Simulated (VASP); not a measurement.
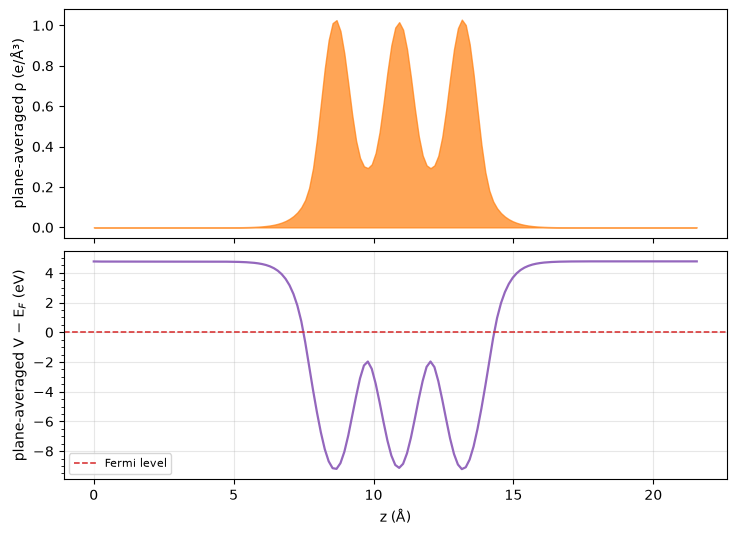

Figure 1: Ta (slab). Plane average of the electrostatic potential energy of an electron and of the valence pseudo-density across the slab.

Theory: Kohn-Sham DFT of a periodic cell, PBE, VASP PAW PBE potentials, recommended (VASP 6.6.1).

In a PAW calculation such maps are meaningful between the atoms, not at the nuclei.

```cif
data_structure
_symmetry_space_group_name_H-M 'P 1'
_symmetry_Int_Tables_number 1
_cell_length_a 5.7483
_cell_length_b 5.7483
_cell_length_c 21.6935
_cell_angle_alpha 90.000
_cell_angle_beta 90.000
_cell_angle_gamma 109.471
_cell_volume 675.82
loop_
_atom_site_label
_atom_site_type_symbol
_atom_site_fract_x
_atom_site_fract_y
_atom_site_fract_z
_atom_site_occupancy
Ta1 Ta 0.25000 0.25000 0.39182 1
Ta2 Ta 0.25000 0.75000 0.39182 1
Ta3 Ta 0.75000 0.25000 0.39182 1
Ta4 Ta 0.75000 0.75000 0.39182 1
Ta5 Ta 0.50000 0.50000 0.49624 1
Ta6 Ta 0.50000 0.00000 0.49624 1
Ta7 Ta 0.00000 0.50000 0.49624 1
Ta8 Ta 0.00000 0.00000 0.49624 1
Ta9 Ta 0.75000 0.75000 0.60064 1
Ta10 Ta 0.75000 0.25000 0.60064 1
Ta11 Ta 0.25000 0.75000 0.60064 1
Ta12 Ta 0.25000 0.25000 0.60064 1
```

> How far above the Fermi level of the calculation is the vacuum level?

4.8 eV.

> What are the slab's thickness and the vacuum gap?

The outermost nuclei are 4.5 Å apart, in 3 atomic planes; the vacuum between periodic images is 17.2 Å wide.
